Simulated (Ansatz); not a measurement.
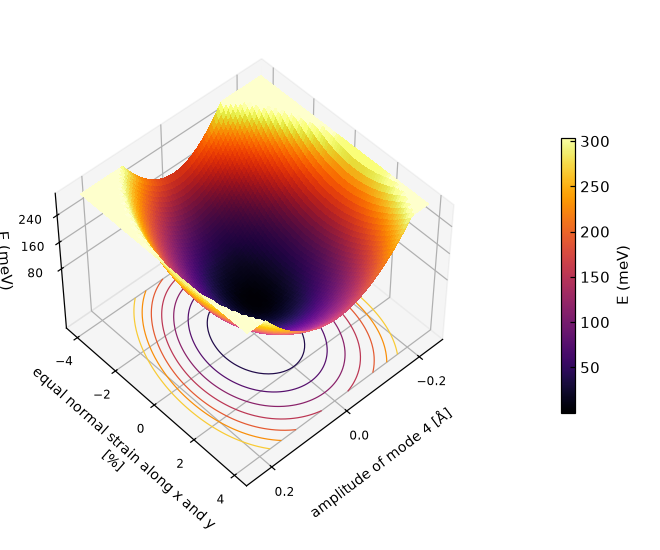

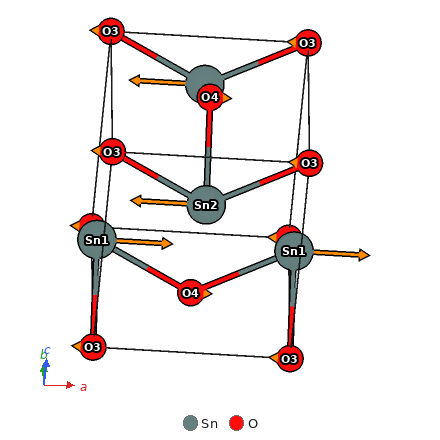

Energy landscape of SnO (P4/nmm, No. 129; 4 atoms in the cell). 
- The energy is mapped over a normal mode and a strain (zone-centre modes of the 4-atom cell of this scan) (x along [1 0 0], y along [0 1 0], z along [0 0 1] of the conventional cell).
- The first coordinate is: amplitude of mode 4 (113 cm⁻¹), largest displacement in the unstrained cell; the second: equal normal strain along x and y.
- Nothing is relaxed (the pattern is fixed in fractional coordinates).
- The grid has 5 × 5 points; 15 points were computed and 10 follow by symmetry.
- Points are written as (first, second).
- All energies are given in meV per cell relative to the lowest grid point.
- The lowest point has no gap; 9 points of the grid have one on the k-mesh.
- Computed with Ansatz, DFT PBEsol, scalar-relativistic, plane waves, PAW. Settings: cutoff 520 eV, k-mesh 10×10×8 in the order of the run's cell vectors, gaussian smearing 0.15 eV, no spin polarisation.

In the figure: a relief with its contours projected below, any walls above the top of the colour scale cut off. Between grid points the surface is interpolated. The second picture is the structure at the lowest point

> Summarise what can be read from the map.

The lowest grid point is at (0.000 Å, 0 %). It is the only kind of minimum in the scanned range. The highest grid point, (−0.232 Å, −4 %), lies 584 meV above the lowest.

Grid values (meV):

| second ↓, first → | −0.232 | −0.116 | 0.000 | 0.116 | 0.232 |
| --- | --- | --- | --- | --- | --- |
| 4 | 389 | 211 | 155 | 211 | 389 |
| 2 | 314 | 107 | 41 | 107 | 314 |
| 0 | 313 | 76 | 0 | 76 | 313 |
| −2 | 399 | 131 | 45 | 131 | 399 |
| −4 | 584 | 285 | 189 | 285 | 584 |

The whole map (15 points run) took 14 min on 1 thread of Arm Neoverse N1 (shared host).

PAW datasets: the set soft_1.
